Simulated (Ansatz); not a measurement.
# What a change does: geometry relaxation on CuO

System: CuO (4 atoms in the cell).
Method of the first run: DFT LDA, scalar-relativistic, plane waves, PAW, no spin polarisation (Ansatz 0.2.0).

The structure derives from a Materials Project entry. Text and figures count atoms from 1; the logs count them from 0 in places.

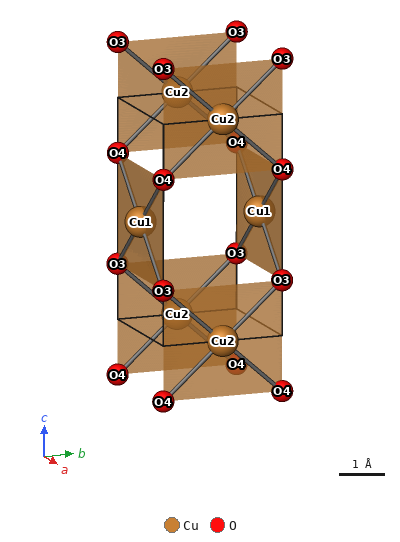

The input geometry (polyhedral view of the cell of the calculation, seen slightly off an axis; polyhedra are completed across the faces of the cell; atoms are numbered from 1 in the order of the input). An atom can appear more than once, as a periodic image.

## Input, the first run
```yaml
crystal:
  lattice:
    - [2.8795009639, 0.0, 0.0]
    - [0.039072758, 2.8792794796, 0.0]
    - [0.0174953863, 0.0172449008, 5.1763391994]
  atoms:
    - { symbol: Cu, position: [0.5, 0.0, 0.5] }
    - { symbol: Cu, position: [0.0, 0.5, 0.0] }
    - { symbol: O, position: [0.00157603, 0.99832822, 0.2501129] }
    - { symbol: O, position: [0.99842397, 0.00167178, 0.7498871] }
basis:
  ecutwfc: 420
kpoints:
  mp_grid: { grid: [14, 14, 8] }
hamiltonian:
  xc: lda
scf:
  occupations: { method: gaussian, width: 0.1 }
output:
  forces: true
  stress: true
  eigenvalues: true
relax:
  adjacent_minimum: "off"
  f_tol: 0.01
  max_steps: 60
  cell: { stress_tol: 0.05 }
```

Command:
```bash
ansatz run input.yaml --threads 1 --pin off --max-ram 2560MiB --backend cpu --events-out ev --progress --plain --runs-dir out
```

Hardware: 1 thread of Intel Xeon (Granite Rapids), 32 GiB of memory available, shared host.

## Output, shortened to warnings, some set-up lines, iterations and results (the first run)
```
Basis set: ecut = 420 eV, 827 PW (Γ)
Symmetry: 2 space group operations
k-points: 788 of 1568
Initial density: superposition of atomic densities (neutral atoms: chi_scale 0, normalization atom), corrected by the library's trained network
[...]
SCF iter   1: F=—  HF=-14219.332688 eV  |F-HF|=—  |Δ(HF+E_count)|=         —  Δρ=2.29e-2  dr2=1.55e-1  ethr=1.77e-3  ⟨swp⟩=5.1  Hψ=83034  notcnv=0
SCF iter   2: F=—  HF=-14219.381585 eV  |F-HF|=—  |Δ(HF+E_count)|=   4.89e-2  Δρ=3.54e-2  dr2=2.78e-1  ethr=3.11e-4  ⟨swp⟩=2.0  Hψ=53291  notcnv=0  defer=307  recentre
SCF iter   3: F=—  HF=-14219.286494 eV  |F-HF|=—  |Δ(HF+E_count)|=   9.51e-2  Δρ=5.44e-3  dr2=1.17e-2  ethr=3.11e-4  ⟨swp⟩=2.0  Hψ=45118  notcnv=0  defer=307
SCF iter   4: F=—  HF=-14219.283977 eV  |F-HF|=—  |Δ(HF+E_count)|=   2.52e-3  Δρ=2.92e-3  dr2=2.43e-3  ethr=2.33e-5  ⟨swp⟩=2.1  Hψ=42736  notcnv=0  defer=265
SCF iter   5: F=—  HF=-14219.283542 eV  |F-HF|=—  |Δ(HF+E_count)|=   4.35e-4  Δρ=7.41e-4  dr2=1.45e-4  ethr=4.85e-6  ⟨swp⟩=2.5  Hψ=31802  notcnv=0  defer=265
[... 55 lines ...]
SCF iter   4: F=—  HF=-14219.344221 eV  |F-HF|=—  |Δ(HF+E_count)|=   7.48e-9  Δρ=1.08e-5  dr2=2.88e-8  ethr=1.30e-10  ⟨swp⟩=1.0  Hψ=23640  notcnv=0
SCF iter   5: F=—  HF=-14219.344221 eV  |F-HF|=—  |Δ(HF+E_count)|=   6.02e-9  Δρ=3.17e-6  dr2=2.54e-9  ethr=5.77e-11  ⟨swp⟩=2.4  Hψ=30935  notcnv=0
SCF iter   6: F=-14219.344221 eV  HF=-14219.344221 eV  |F-HF|=3.46e-11  |Δ(HF+E_count)|=  5.29e-10  Δρ=3.20e-7  dr2=2.83e-11  ethr=1.00e-12  ⟨swp⟩=3.1  Hψ=96680  notcnv=0
SCF 8 converged in 6 iterations: F = -14219.344221 eV  dr2 = 2.83e-11
relax step   8: F+E_penalty+E_count = -14219.34422117 eV  Δ(F+E_penalty+E_count) = +3.301e-4 eV  max|allowed force component| = 2.683e-4 eV/Å  Δτ_max = 0.0000 Å  P = -0.011 …
basis re-selected at this cell: Δ(F+E_penalty+E_count) = +3.301e-4 eV, ΔP = -0.006 GPa vs the last step (what re-selecting the basis moved, of the pressure what is left beyond the Pulay correction that the steps carried, after the strain that the cell walked since its last selection, with what the …
SCF converged after 6 iterations
Free energy (F): -14219.344221 eV
Harris-Foulkes:  -14219.344221 eV  (|F-HF|=3.46e-11)
Internal energy: -14219.331448 eV  (E = F + TS)
E sigma→0 (E₀):  -14219.337834 eV
Entropy (-TS):   -0.012773 eV (-3.193 meV/atom)
Fermi energy:    11.899777 eV
--- Per-component energies (eV) ---
  E_band       = -884.405221
  E_kinetic    = 943.817843
  E_local      = -9877.474998  (includes V_loc(G=0)·N_el)
  E_nonlocal   = 886.513307
  E_hartree    = 4271.310078
  E_xc         = -321.543878
  E_vxc        = -415.409644  (∫ρ·V_xc dr)
  E_paw        = -3473.899709  (= ΣΔE_a)
  E_vpaw       = -964.477878  (= ΣTr[D̂ρ^β])
  E_aug_tail   = 0.005407  (compensation charges beyond the density's cutoff)
  E_ewald      = -6649.152659
  E_core_change = 1.093163  (= ΣΔE_core)
  E_smearing   = -0.012773  (= −TS)
  E_closure    = 0.000000  (closes the sum)
  Σ components = -14219.344221   (vs F -14219.344221, Δ=0.00e0)
--- Forces (eV/Å), atoms counted from 1 ---
  atom   1  Cu     0.00000000     0.00000000     0.00000000
  atom   2  Cu     0.00000000     0.00000000     0.00000000
  atom   3  O      0.00003970    -0.00015666     0.00026826
  atom   4  O     -0.00003970     0.00015666    -0.00026826
  max |Σ_I F_I| component: 0.00e0 eV/Å
--- Stress (GPa, compression-positive) ---
       -0.009100      -0.015474      -0.005027
       -0.015474      -0.005574      -0.005980
       -0.005027      -0.005980      -0.017583
  P = ⅓ Tr σ = -0.0108 GPa (-0.108 kbar)
--- Relaxed structure (6 steps of the walk, 6 accepted, 2 SCFs on fresh bases) ---
  F+E_penalty+E_count = -14219.34422117 eV   max|allowed force component| = 2.683e-4 eV/Å   (the final SCF, on the basis selected at the relaxed cell)
  cell:  # Å, volume = 41.0541 Å³
    - [2.8527435169325455, -0.016347339396913848, -0.004222795567481937]
    - [0.022363596681824176, 2.8526647962434994, -0.004215325303692542]
    - [0.009643795823805399, 0.009512247100629076, 5.044530669264808]
  atoms:
[...]
```

For the second run the input was changed thus:
```diff
-  ecutwfc: 420
+  ecutwfc: 500
-  xc: lda
+  xc: r2scan
+  write_density: true
+  write_potential: true
+  elf: true
+  volumetric_format: npy
```

Predict how the results change.

The total energies belong to different methods, so their difference says nothing on which is more stable or more accurate. The volume per atom goes from 10.26 to 10.73 Å³. The functional changes from LDA to r2SCAN. The SCF takes 43 iterations over all geometry steps against 49. On the same kind of shared host the second run took about 1.8 times as long.

## Output, shortened to warnings, some set-up lines, iterations and results (the second run)
```
Basis set: ecut = 500 eV, 1087 PW (Γ), exchange–correlation on 96×96×160 points (64 copies of the dense FFT grid, shifted against one another)
Symmetry: 2 space group operations
k-points: 788 of 1568
Initial density: superposition of atomic densities (neutral atoms: chi_scale 0, normalization atom), corrected by the library's trained network
[...]
SCF iter   1: F=—  HF=-14397.281575 eV  |F-HF|=—  |Δ(HF+E_count)|=         —  Δρ=2.58e-2  dr2=1.49e-1  dr2_τ=7.97e-2  ethr=1.77e-3  ⟨swp⟩=5.1  Hψ=82017  notcnv=0
SCF iter   2: F=—  HF=-14397.325583 eV  |F-HF|=—  |Δ(HF+E_count)|=   4.40e-2  Δρ=1.94e-2  dr2=8.85e-2  dr2_τ=3.03e-3  ethr=2.98e-4  ⟨swp⟩=2.0  Hψ=51162  notcnv=0  defer=277
SCF iter   3: F=—  HF=-14397.292769 eV  |F-HF|=—  |Δ(HF+E_count)|=   3.28e-2  Δρ=9.74e-3  dr2=2.63e-2  dr2_τ=2.77e-4  ethr=1.77e-4  ⟨swp⟩=2.0  Hψ=45182  notcnv=0  defer=277
SCF iter   4: F=—  HF=-14397.289317 eV  |F-HF|=—  |Δ(HF+E_count)|=   3.45e-3  Δρ=5.81e-3  dr2=9.61e-3  dr2_τ=1.51e-4  ethr=5.27e-5  ⟨swp⟩=1.0  Hψ=27472  notcnv=0  defer=271
SCF iter   5: F=—  HF=-14397.287474 eV  |F-HF|=—  |Δ(HF+E_count)|=   1.84e-3  Δρ=1.14e-3  dr2=3.66e-4  dr2_τ=6.64e-6  ethr=1.92e-5  ⟨swp⟩=2.0  Hψ=28469  notcnv=0  defer=271
[... 45 lines ...]
SCF iter   5: F=—  HF=-14397.290979 eV  |F-HF|=—  |Δ(HF+E_count)|=  7.64e-11  Δρ=1.22e-6  dr2=3.79e-10  dr2_τ=5.43e-12  ethr=1.32e-12  ⟨swp⟩=1.0  Hψ=23640  notcnv=0
SCF iter   6: F=—  HF=-14397.290979 eV  |F-HF|=—  |Δ(HF+E_count)|=  7.46e-11  Δρ=4.67e-7  dr2=5.66e-11  dr2_τ=9.31e-13  ethr=1.00e-12  ⟨swp⟩=2.0  Hψ=29975  notcnv=0
SCF iter   7: F=-14397.290979 eV  HF=-14397.290979 eV  |F-HF|=0.00e0  |Δ(HF+E_count)|=  9.09e-12  Δρ=6.86e-8  dr2=1.21e-12  dr2_τ=4.39e-14  ethr=1.00e-12  ⟨swp⟩=5.0  Hψ=96710 …
SCF 6 converged in 7 iterations: F = -14397.290979 eV  dr2 = 1.21e-12
relax step   6: F+E_penalty+E_count = -14397.29097926 eV  Δ(F+E_penalty+E_count) = +9.359e-6 eV  max|allowed force component| = 2.760e-4 eV/Å  Δτ_max = 0.0000 Å  P = -0.000 …
basis re-selected at this cell: Δ(F+E_penalty+E_count) = +9.359e-6 eV, ΔP = -0.001 GPa vs the last step (what re-selecting the basis moved, of the pressure what is left beyond the Pulay correction that the steps carried, after the strain that the cell walked since its last selection, with what the …
SCF converged after 7 iterations
Free energy (F): -14397.290979 eV
Harris-Foulkes:  -14397.290979 eV  (|F-HF|=0.00e0)
Internal energy: -14397.278446 eV  (E = F + TS)
E sigma→0 (E₀):  -14397.284712 eV
Entropy (-TS):   -0.012534 eV (-3.133 meV/atom)
Fermi energy:    11.305635 eV
--- Per-component energies (eV) ---
  E_band       = -968.203612
  E_kinetic    = 944.170750
  E_local      = -10056.190202  (includes V_loc(G=0)·N_el)
  E_nonlocal   = 885.469683
  E_hartree    = 4364.600797
  E_xc         = -311.752682
  E_vxc        = -455.814389  (∫ρ·V_xc dr)
  E_paw        = -3670.863584  (= ΣΔE_a)
  E_vpaw       = -1045.539956  (= ΣTr[D̂ρ^β])
  E_aug_tail   = 0.002375  (compensation charges beyond the density's cutoff)
  E_vtau       = 30.496655  (kinetic-family band-sum trace: ∫τ·v_τ [+ j·A + Jᵃ·Aᵃ] dr)
  E_ewald      = -6552.049486
  E_core_change = -0.666098  (= ΣΔE_core)
  E_smearing   = -0.012534  (= −TS)
  E_closure    = -0.000000  (closes the sum)
  Σ components = -14397.290979   (vs F -14397.290979, Δ=0.00e0)
--- Forces (eV/Å), atoms counted from 1 ---
  atom   1  Cu     0.00000000     0.00000000     0.00000000
  atom   2  Cu     0.00000000     0.00000000     0.00000000
  atom   3  O      0.00017087    -0.00025222     0.00027605
  atom   4  O     -0.00017087     0.00025222    -0.00027605
  max |Σ_I F_I| component: 0.00e0 eV/Å
--- Stress (GPa, compression-positive) ---
        0.000842      -0.002543      -0.003691
       -0.002542       0.003778      -0.004398
       -0.003691      -0.004397      -0.006009
  P = ⅓ Tr σ = -0.0005 GPa (-0.005 kbar)
--- Relaxed structure (5 steps of the walk, 5 accepted, 1 SCFs on fresh bases) ---
  F+E_penalty+E_count = -14397.29097926 eV   max|allowed force component| = 2.760e-4 eV/Å   (the final SCF, on the basis selected at the relaxed cell)
  cell:  # Å, volume = 42.9155 Å³
    - [2.8933985634169974, -0.01889958958300227, -0.0045374745894817435]
    - [0.020363202562475664, 2.8933475218852935, -0.004520254633018755]
[...]
```

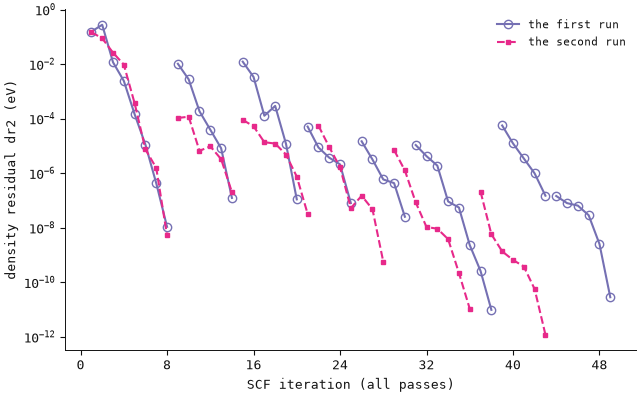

Convergence of the two runs: density residual dr2 against the SCF iteration. A break in a curve parts two SCF passes. The first run takes 49 iterations in all, and the second run takes 43.

## The two runs side by side

| quantity | the first run | the second run |
| --- | --- | --- |
| outcome | converged | converged |
| free energy per atom (eV) | −3554.8361 | −3599.3227 |
| energy per atom, smearing taken to zero (eV) | −3554.8345 | −3599.3212 |
| gap on the mesh (eV) | 0.00 | 0.00 |
| pressure (GPa) | −0.01 | 0.00 |
| volume per atom (Å³) | 10.26 | 10.73 |
| largest force (eV/Å) | 0.000 | 0.000 |
| SCF iterations | 49 | 43 |
| irreducible k-points | 788 | 788 |
| wall time (shared host) | 3 min | 5.3 min |

For both runs: The run has no spin polarisation, so a magnetic state may lie lower.
